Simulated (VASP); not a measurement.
**Lattice of SrO across functionals and dispersion corrections**

How close do the usual functionals, with and without dispersion, come to the cell of SrO? The levels: PBE, LDA, r2SCAN and PBE + D3(BJ). LASPH is on for some levels and off for others; the table marks which. The start is a cell from a database of measured crystal structures.

Method: PBE; plane waves and PAW (Sr_sv, O), in the first sound run; inputs show where later runs differ, in VASP 6.6.1.

## 1. Starting point

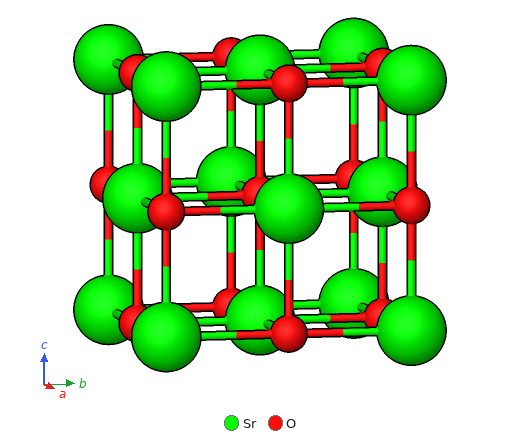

The cell as given, slightly off an axis (strontium green, oxygen red). This picture shows the conventional cell, with its axes. Some periodic images of atoms are drawn too.

## 2. Relaxation with PBE

Properties are meant for the cell that this level of theory prefers, so cell and atoms are relaxed first (ISIF = 3) until forces and stress are small; EDIFFG sets the threshold. PBE, the usual starting point, adds the gradient of the density.

The input, INCAR:

```
SYSTEM = SrO
PREC = Accurate
ENCUT = 560
EDIFF = 1E-06
NELM = 100
ISMEAR = -1
SIGMA = 0.05
LREAL = .FALSE.
ALGO = Normal
GGA = PE
NBANDS = 14
LORBIT = 11
LWAVE = .FALSE.
LCHARG = .FALSE.
KPAR = 2
IBRION = 2
NSW = 60
ISIF = 3
EDIFFG = -0.01
```

The input, POSCAR:

```
SrO
1.0
    0.0000000000      2.5806600000      2.5806600000
    2.5806600000      0.0000000000      2.5806600000
    2.5806600000      2.5806600000      0.0000000000
Sr O
1 1
Direct
    0.0000000000      0.0000000000      0.0000000000
    0.5000000000      0.5000000000      0.5000000000
```

The input, KPOINTS:

```
Automatic mesh
0
Gamma
9 9 9
0 0 0
```

The projector-augmented-wave data sets are Sr_sv and O (PBE family, release 64).

On the command line:

```bash
$ mpirun -np 2 vasp_std
```

Output:

```text
[banner, memory and clock lines left out]
running    2 mpi-ranks, on    1 nodes
 distrk:  each k-point on    1 cores,    2 groups
 distr:  one band on    1 cores,    1 groups

 POSCAR found type information on POSCAR SrO
 POSCAR found :  2 types and       2 ions
 LDA part: xc-table for (Slater+PW92), standard interpolation
 POSCAR, INCAR and KPOINTS ok, starting setup
 FFT: planning ... GRIDC
 FFT: planning ... GRID_SOFT
 FFT: planning ... GRID
 WAVECAR not read
 entering main loop
       N       E                     dE             d eps       ncg     rms          rms(c)
DAV:   1     0.722038976810E+02    0.72204E+02   -0.89783E+03   980   0.119E+03
DAV:   2    -0.106740444395E+02   -0.82878E+02   -0.76025E+02  1312   0.236E+02
DAV:   3    -0.141508838324E+02   -0.34768E+01   -0.34559E+01  1222   0.443E+01
DAV:   4    -0.142470405431E+02   -0.96157E-01   -0.96136E-01  1268   0.694E+00
DAV:   5    -0.142493800323E+02   -0.23395E-02   -0.23394E-02  1276   0.788E-01    0.161E+01
DAV:   6    -0.121906187925E+02    0.20588E+01   -0.72769E+00  1016   0.208E+01    0.192E+01
DAV:   7    -0.120576866557E+02    0.13293E+00   -0.37827E-01  1162   0.534E+00    0.110E+01
DAV:   8    -0.120465607534E+02    0.11126E-01   -0.12382E-01  1154   0.365E+00    0.592E-01
DAV:   9    -0.120482895832E+02   -0.17288E-02   -0.63111E-03  1404   0.543E-01    0.241E-01
DAV:  10    -0.120487340965E+02   -0.44451E-03   -0.47751E-04  1040   0.224E-01    0.121E-01
DAV:  11    -0.120488925841E+02   -0.15849E-03   -0.16656E-04  1094   0.101E-01    0.389E-02
DAV:  12    -0.120489096692E+02   -0.17085E-04   -0.31690E-05  1010   0.440E-02    0.399E-02
DAV:  13    -0.120489100639E+02   -0.39471E-06   -0.26088E-06  1082   0.144E-02
   1 F= -.12048910E+02 E0= -.12048910E+02  d E =-.120489E+02
 curvature:   0.00 expect dE= 0.000E+00 dE for cont linesearch  0.000E+00
 trial: gam= 0.00000 g(F)=  0.839E-60 g(S)=  0.170E-01 ort = 0.000E+00 (trialstep = 0.100E+01)
 search vector abs. value=  0.170E-01
 bond charge predicted
       N       E                     dE             d eps       ncg     rms          rms(c)
DAV:   1    -0.121885520685E+02   -0.13964E+00   -0.27073E+00  1222   0.138E+01    0.322E+00
DAV:   2    -0.120803397394E+02    0.10821E+00   -0.40189E-01  1196   0.517E+00    0.103E+00
DAV:   3    -0.120565827835E+02    0.23757E-01   -0.40581E-02  1514   0.211E+00    0.111E+00
DAV:   4    -0.120524963115E+02    0.40865E-02   -0.20566E-02  1590   0.963E-01    0.833E-01
DAV:   5    -0.120536897187E+02   -0.11934E-02   -0.17586E-03  1572   0.280E-01    0.339E-01
DAV:   6    -0.120541507533E+02   -0.46103E-03   -0.14196E-03  1584   0.211E-01    0.350E-02
DAV:   7    -0.120541511977E+02   -0.44431E-06   -0.13402E-05  1058   0.350E-02    0.103E-02
DAV:   8    -0.120541505832E+02    0.61443E-06   -0.77383E-07   808   0.837E-03
   2 F= -.12054151E+02 E0= -.12054151E+02  d E =-.524052E-02
 trial-energy change:   -0.005241  1 .order   -0.005424   -0.016964    0.006116
 step:   0.7255(harm=  0.7350)  dis= 0.00000  next Energy=   -12.054994 (dE=-0.608E-02)
 bond charge predicted
       N       E                     dE             d eps       ncg     rms          rms(c)
DAV:   1    -0.120652169387E+02   -0.11066E-01   -0.20573E-01  1244   0.383E+00    0.952E-01
DAV:   2    -0.120569227949E+02    0.82941E-02   -0.29515E-02  1154   0.140E+00    0.284E-01
DAV:   3    -0.120551343487E+02    0.17884E-02   -0.30632E-03  1470   0.575E-01    0.238E-01
DAV:   4    -0.120548355369E+02    0.29881E-03   -0.17955E-03  1580   0.284E-01    0.183E-01
DAV:   5    -0.120549425787E+02   -0.10704E-03   -0.86690E-05  1554   0.760E-02    0.533E-02
DAV:   6    -0.120549761790E+02   -0.33600E-04   -0.86954E-05  1626   0.576E-02    0.127E-02
DAV:   7    -0.120549780198E+02   -0.18409E-05   -0.14986E-06  1036   0.126E-02    0.371E-03
DAV:   8    -0.120549778594E+02    0.16042E-06   -0.10730E-07   586   0.318E-03
   3 F= -.12054978E+02 E0= -.12054978E+02  d E =-.606780E-02
 curvature:  -0.37 expect dE=-0.630E-07 dE for cont linesearch -0.630E-07
 trial: gam=-0.00317 g(F)=  0.111E-61 g(S)=  0.172E-06 ort = 0.539E-04 (trialstep = 0.945E+00)
 search vector abs. value=  0.102E-09
 reached required accuracy - stopping structural energy minimisation
```

Run time: 24 s. Hardware: 2 MPI ranks of Intel Xeon Platinum 8488C (Sapphire Rapids), shared host; peak memory 0.33 GiB.

The logs omit lines about the potential files and the build; timing stands in the text.

Parts of OUTCAR (step 2):

```text
ion  position               nearest neighbor table
   1  0.000  0.000  0.000-   2 2.58   2 2.58   2 2.58   2 2.58   2 2.58   2 2.58
   2  0.500  0.500  0.500-   1 2.58   1 2.58   1 2.58   1 2.58   1 2.58   1 2.58

  LATTYP: Found a face centered cubic cell.
 ALAT       =     5.1613200000

 Subroutine GETGRP returns: Found 48 space group operations
 (whereof 48 operations were pure point group operations)

The static configuration has the point symmetry O_h .

 Found     35 irreducible k-points:

   k-points           NKPTS =     35   k-points in BZ     NKDIM =     35   number of bands    NBANDS=     14

   dimension x,y,z NGX =    28 NGY =   28 NGZ =   28
   dimension x,y,z NGXF=    56 NGYF=   56 NGZF=   56

   ENCUT  =  560.0 eV  41.16 Ry    6.42 a.u.   7.04  7.04  7.04*2*pi/ulx,y,z

   NELECT =      16.0000    total number of electrons

 k-points in reciprocal lattice and weights: Automatic mesh
   0.00000000  0.00000000  0.00000000       0.001
   0.11111111  0.00000000  0.00000000       0.011
   0.22222222  0.00000000  0.00000000       0.011
   0.33333333  0.00000000  0.00000000       0.011
   0.44444444  0.00000000  0.00000000       0.011
   0.11111111  0.11111111  0.00000000       0.008
   0.22222222  0.11111111  0.00000000       0.033
   0.33333333  0.11111111  0.00000000       0.033
   0.44444444  0.11111111  0.00000000       0.033
[...]
-0.33333333  0.44444444  0.11111111       0.033
  -0.33333333  0.44444444  0.22222222       0.033

 average (electrostatic) potential at core
       1 -36.8245       2 -70.9202

 E-fermi :   2.5029

 k-point     1 :       0.0000    0.0000    0.0000
  band No.  band energies     occupation
    ...
      4     -12.6992      2.00000
      5     -12.6992      2.00000
      6       1.4941      2.00000
      7       1.4941      2.00000
      8       1.4941      2.00000
      9       5.2213      0.00000
     10       7.6225      0.00000
     11       7.6225      0.00000
     12       7.6225      0.00000
     13       9.7091      0.00000
    ...

 k-point     2 :       0.1111    0.0000    0.0000
  band No.  band energies     occupation
    ...
      4     -12.7082      2.00000
      5     -12.4203      2.00000
      6       1.1320      2.00000
      7       1.3461      2.00000
      8       1.3461      2.00000
      9       5.7752      0.00000
     10       7.4974      0.00000
     11       7.8551      0.00000
     12       7.8551      0.00000
     13      10.0148      0.00000
    ...

 k-point     3 :       0.2222    0.0000    0.0000
  band No.  band energies     occupation
    ...
      4     -12.7307      2.00000
      5     -12.0119      2.00000
      6       0.4267      2.00000
      7       1.0040      2.00000
      8       1.0040      2.00000
      9       7.0135      0.00000
     10       7.4196      0.00000
     11       8.5010      0.00000
     12       8.5010      0.00000
     13      10.8074      0.00000
    ...

  Total        0.0015396      0.0015396      0.0015396      0.0000000      0.0000000     -0.0000000
  in kB        0.0699671      0.0699671      0.0699671      0.0000000      0.0000000     -0.0000000
  external PRESSURE =       0.0699671 kB  Pullay stress =       0.0000000 kB

  energy-cutoff  :      560.00
  volume of cell :       35.25
      direct lattice vectors                 reciprocal lattice vectors
    -0.000000000  2.602526534  2.602526534    -0.192121000  0.192121000  0.192121000
     2.602526534 -0.000000000  2.602526534     0.192121000 -0.192121000  0.192121000
     2.602526534  2.602526534 -0.000000000     0.192121000  0.192121000 -0.192121000

 POSITION                                       TOTAL-FORCE (eV/Angst)
 -----------------------------------------------------------------------------------
      0.00000      0.00000      0.00000        -0.000000      0.000000      0.000000
      2.60253      2.60253      2.60253         0.000000      0.000000     -0.000000
 -----------------------------------------------------------------------------------
    total drift:                                0.000000      0.000000      0.000000

  FREE ENERGIE OF THE ION-ELECTRON SYSTEM (eV)
  ---------------------------------------------------
  free  energy   TOTEN  =       -12.0549778594 eV

  energy  without entropy=      -12.0549778593  energy(sigma->0) =      -12.05497786

 reached required accuracy - stopping structural energy minimisation

 total charge
# of ion       s       p       d       tot
------------------------------------------
    1        2.015   5.807   0.242   8.064
    2        1.549   3.409   0.000   4.959
--------------------------------------------------
tot          3.564   9.216   0.242  13.022

[... 3 further parts left out ...]
```

CONTCAR:

```
SrO
   1.00000000000000
    -0.0000000000000000    2.6025265337216927    2.6025265337216927
     2.6025265337216927   -0.0000000000000000    2.6025265337216927
     2.6025265337216927    2.6025265337216927   -0.0000000000000000
  Sr              O
     1     1
Direct
     0.0000000000000000    0.0000000000000000    0.0000000000000000
     0.5000000000000000    0.5000000000000000    0.5000000000000000
```

The gap is read on the k-mesh alone, so it is an upper bound where the band edges lie off the mesh. The run keeps the 48 symmetry operations of its start, so it cannot find a distortion of lower symmetry.

Step by step:

| step | energy less that of the first step (eV) | largest force (eV/Å) | pressure (GPa) | volume (Å³) |
| --- | --- | --- | --- | --- |
| 1 | 0.0000 | 0.0000 | 2.26 | 34.37 |
| 2 | -0.0052 | 0.0000 | -0.79 | 35.59 |
| 3 | -0.0061 | 0.0000 | 0.01 | 35.25 |

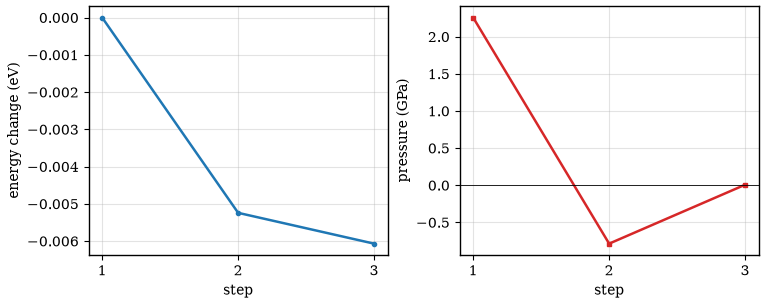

Energy and pressure along the relaxation.

| conventional cell, symmetrised | before | after | change |
| --- | --- | --- | --- |
| a (Å) | 5.161 | 5.205 | +0.8 % |
| b (Å) | 5.161 | 5.205 | +0.8 % |
| c (Å) | 5.161 | 5.205 | +0.8 % |
| volume (Å³/atom) | 17.19 | 17.63 | +2.6 % |

Final coordinates:

```
Sr O
1.0
     0.00000    2.60253    2.60253
     2.60253    0.00000    2.60253
     2.60253    2.60253    0.00000
Sr O
1 1
Direct
  0.00000 0.00000 0.00000
  0.50000 0.50000 0.50000
```

Numbers from this step:

- electrons: 16
- bands: 14
- irreducible k-points: 35
- symmetry operations: 48
- free energy (TOTEN): -12.05 eV
- Fermi energy: 2.503 eV
- pressure: 0.006997 GPa
- metallic: no
- valence top at k: 0, 0, 0
- conduction bottom at k: 0.4444, 0.4444, 0
- least direct gap at k: 0.4444, 0.4444, 0
- SCF cycles over all ionic steps: 29
- gap on the k-mesh: 3.339 eV
- least direct gap on the k-mesh: 3.457 eV

It ends with forces that vanish by symmetry and a pressure of 0.01 GPa. The volume lies +2.6 % from that of the database's start. The conventional cell has a = 5.205 Å.

(Part 1 of 2 ends here.)

[Lines on the potential files, build, host, timing and source positions are cut from VASP's logs without a mark.]

[Logs are printed without paths, hosts, clocks, repeated set-up lines and the standing remarks that a program may print on its own settings, such as how far it seeks lower states.]

[Hosts, paths, dates, database ids (printed as entryN), source tags and the programs' standing remarks are cut or masked in the printed files.]

[A measured line is paired with the nearest computed mode of its activity, which favours agreement.]

[In band tables of VASP the shares of atoms and orbitals are scaled to a sum of 1 inside the atoms' spheres.]
